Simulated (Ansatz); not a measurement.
## A series of single points on Au

System: Au (3 atoms in the cell).
Method: DFT, RPBE, plane waves (420 eV) with PAW, scalar-relativistic, no spin polarisation (Ansatz 0.2.0).

The 5 runs differ only in the geometry, by an even scaling of the cell at fixed fractional positions.

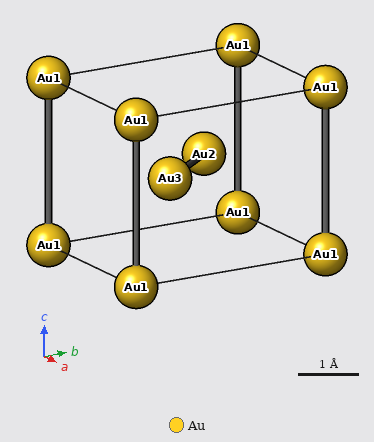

Figure 1. The structure of run 3 (ball-and-stick view of the cell of the calculation, seen slightly off an axis; atoms are numbered from 1 in the order of the input).

**Input of run 3**
```yaml
crystal:
  lattice:
    - [4.7867986398, 0.0, 0.0]
    - [-2.3933993199, 4.1454892248, 0.0]
    - [0.0, 0.0, 2.8608264844]
  atoms:
    - { symbol: Au, position: [1.0, 1.0, 0.0] }
    - { symbol: Au, position: [0.3333333333, 0.6666666667, 0.5] }
    - { symbol: Au, position: [0.6666666667, 0.3333333333, 0.5] }
hamiltonian:
  xc: rpbe
  pseudopotentials:
    kind: paw
    azcp:
      Au: "pseudopotentials/Au.paw.azcp"
basis:
  ecutwfc: 420
  fft_grid_basis: typed
kpoints:
  mp_grid: { grid: [9, 9, 12], shift: [0, 0, 0] }
magnetization:
  spin_polarized: false
scf:
  occupations: { method: fermi_dirac, width: 0.1 }
  lower_state_search: "off"
output:
  stress: true
```

Lattice vectors (Å) and fractional positions of run 3:
```
   4.786799    0.000000    0.000000
  -2.393399    4.145489    0.000000
   0.000000    0.000000    2.860826
Au  1.000000  1.000000  0.000000
Au  0.333333  0.666667  0.500000
Au  0.666667  0.333333  0.500000
```

Run 4 differs from it as follows:
```diff
-    - [4.7867986398, 0.0, 0.0]
-    - [-2.3933993199, 4.1454892248, 0.0]
-    - [0.0, 0.0, 2.8608264844]
+    - [4.8497900561, 0.0, 0.0]
+    - [-2.4248950281, 4.2000413916, 0.0]
+    - [0.0, 0.0, 2.8984732553]
```

**Results, with one run withheld**

```tsv
run	volume per atom (Å³)	free energy per atom, from the lowest run given (meV)	pressure (GPa)
1	16.652	128.48	21.21
2	18.166	11.13	5.10
3	18.923	0.00	−0.14
4	19.680	?	?
5	21.194	75.48	−9.20
```

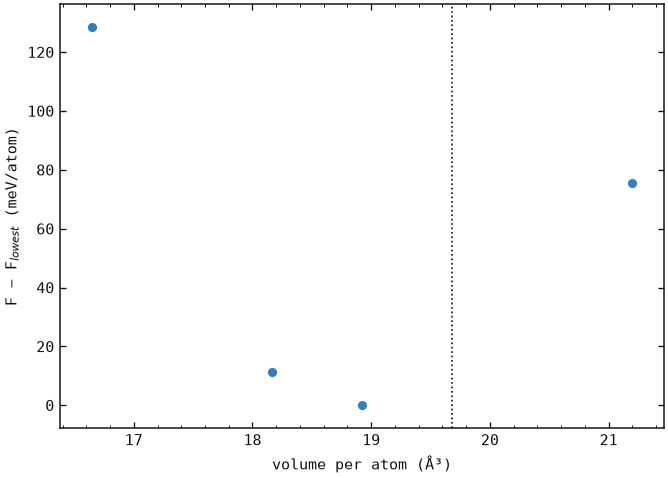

Figure 2. Free energy per atom of the runs given; the dotted line marks run 4.

Estimate the energy of run 4 from the others.

A quadratic polynomial in V^(−2/3) (the Birch–Murnaghan form), fitted to the 4 runs given, misses them by at most 1.39 meV per atom. With x = V^(−2/3) − 0.14236 Å⁻², it reads F = 1.3236 + 2928.4 x + 7.838e+05 x² (meV per atom). At run 4 it gives 7.14 meV per atom, and the run itself gives 10.39. The slope of the fit gives a pressure −dF/dV of −3.86 GPa there, and the run prints −4.07 GPa. The two needn't agree exactly: the fit is approximate, and the printed stress is taken on a finite basis. The fit has its minimum at 18.990 Å³ per atom, where V d²F/dV² gives 116 GPa. Cell shape and fractional positions are held, so this is the stiffness under even scaling; the relaxed bulk modulus wasn't computed. So low a polynomial doesn't follow these energies more closely.

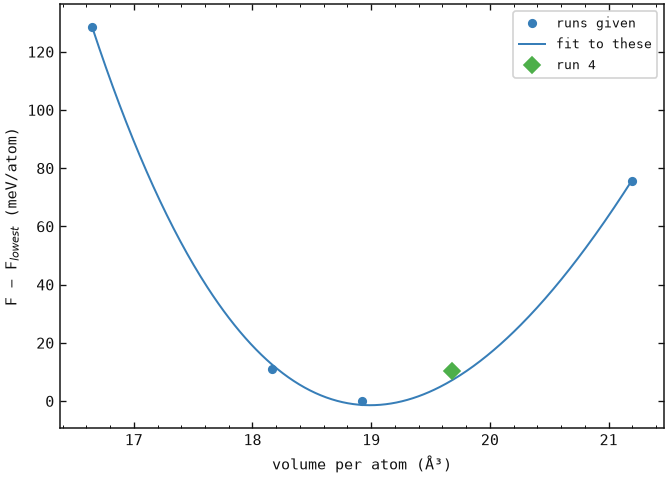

Figure 3. The fit and the withheld run.

**Output, shortened to warnings, some set-up lines, iterations and results (run 4)**
```
Basis set: ecut = 420 eV, 1143 PW (Γ)
Symmetry: 24 space group operations
k-points: 84 of 972
Initial density: superposition of atomic densities (neutral atoms: chi_scale 0, normalization atom), corrected by the library's trained network
[...]
SCF iter   1: F=—  HF=-39490.256266 eV  |F-HF|=—  |Δ(HF+E_count)|=         —  Δρ=4.23e-3  dr2=1.02e-2  ethr=1.77e-3  ⟨swp⟩=5.4  Hψ=9136  notcnv=0
SCF iter   2: F=—  HF=-39490.256383 eV  |F-HF|=—  |Δ(HF+E_count)|=   1.18e-4  Δρ=1.86e-3  dr2=1.74e-3  ethr=1.79e-5  ⟨swp⟩=2.4  Hψ=4627  notcnv=0
SCF iter   3: F=—  HF=-39490.256323 eV  |F-HF|=—  |Δ(HF+E_count)|=   5.98e-5  Δρ=4.92e-4  dr2=7.60e-5  ethr=3.05e-6  ⟨swp⟩=2.0  Hψ=3995  notcnv=0
SCF iter   4: F=—  HF=-39490.256377 eV  |F-HF|=—  |Δ(HF+E_count)|=   5.34e-5  Δρ=7.62e-5  dr2=2.85e-6  ethr=1.33e-7  ⟨swp⟩=2.0  Hψ=5013  notcnv=0
SCF iter   5: F=—  HF=-39490.256377 eV  |F-HF|=—  |Δ(HF+E_count)|=   6.43e-7  Δρ=1.91e-5  dr2=1.94e-7  ethr=5.00e-9  ⟨swp⟩=2.1  Hψ=4086  notcnv=0
SCF iter   6: F=-39490.256377 eV  HF=-39490.256377 eV  |F-HF|=9.63e-9  |Δ(HF+E_count)|=   7.93e-8  Δρ=6.86e-6  dr2=3.25e-8  ethr=1.75e-10  ⟨swp⟩=4.1  Hψ=9291  notcnv=0
SCF 1 converged in 6 iterations: F = -39490.256377 eV  dr2 = 3.25e-8
SCF converged after 6 iterations
Free energy (F): -39490.256377 eV
Harris-Foulkes:  -39490.256377 eV  (|F-HF|=9.63e-9)
Internal energy: -39490.225768 eV  (E = F + TS)
E sigma→0 (E₀):  -39490.241073 eV
Entropy (-TS):   -0.030610 eV (-10.203 meV/atom)
Fermi energy:    17.074605 eV
--- Per-component energies (eV) ---
  E_band       = -793.248259
  E_kinetic    = 1810.118974
  E_local      = -5776.738607  (includes V_loc(G=0)·N_el)
  E_nonlocal   = 221.903685
  E_hartree    = 2428.342046
  E_xc         = -681.879760
  E_vxc        = -821.252157  (∫ρ·V_xc dr)
  E_paw        = -29163.047585  (= ΣΔE_a)
  E_vpaw       = -1083.967823  (= ΣTr[D̂ρ^β])
  E_aug_tail   = 0.004464  (compensation charges beyond the density's cutoff)
  E_ewald      = -8328.787371
  E_core_change = -0.141613  (= ΣΔE_core)
  E_smearing   = -0.030610  (= −TS)
  E_closure    = 0.000000  (closes the sum)
  Σ components = -39490.256377   (vs F -39490.256377, Δ=0.00e0)
--- Stress (GPa, compression-positive) ---
       -3.532147       0.000000       0.000000
        0.000000      -3.532147       0.000000
        0.000000       0.000000      -5.152534
  P = ⅓ Tr σ = -4.0723 GPa (-40.723 kbar)
```

Notes: Spin–orbit coupling is left out, which matters for Au.
